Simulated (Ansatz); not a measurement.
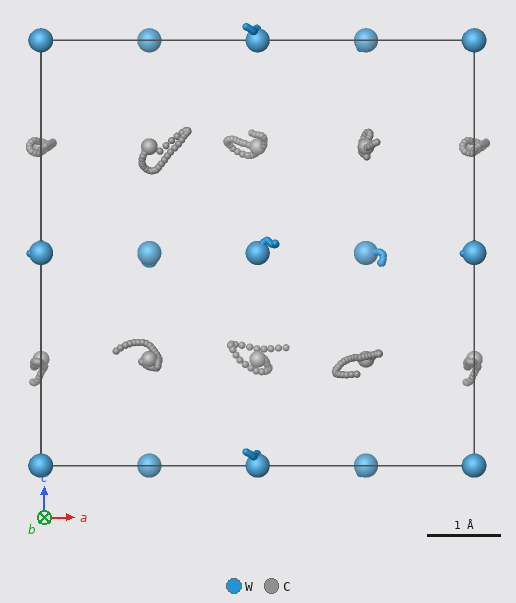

A Born-Oppenheimer molecular dynamics run of a 16-atom cell of WC (set up in P-6m2), 68 fs long. The cell was cut from the crystal with space group P-6m2. Dots mark each atom's position at evenly spaced times, in the colour of its element; spheres stand at the starting positions. Seen along the b axis in the simulation cell.

Level of theory: Ansatz, DFT PBE, scalar-relativistic, plane waves, PAW. Set-up: plane-wave cutoff 420 eV; k-point mesh 3 × 3 × 3; Fermi-Dirac smearing 0.36 eV; volume 1.15 times that of the relaxed crystal; Langevin thermostat (NVT); set temperature 4200 K; time step 0.75 fs; friction 0.02 per fs.

Q: Describe the motion.

A: Root-mean-square distances from the starting positions over the second half, with the common drift of all atoms taken out: C 0.32 Å, W 0.20 Å. The run lasts only 68 fs, too short to tell vibration from diffusion. The mean temperature in the second half is 3548 K (standard deviation 718 K). The temperature is still climbing (2309 K in the second quarter, 4107 K in the last), so the run isn't equilibrated. The potential energy in the second half lies on average 481 meV per atom above the first frame.

Limits of the set-up: the k-point mesh is coarse for a cell with partly filled bands.

The run took 18 min on 2 threads of AMD EPYC 7R43 64-Core Processor (Zen 3) (shared host), peak memory 0.81 GiB.

PAW datasets: the set soft_1.
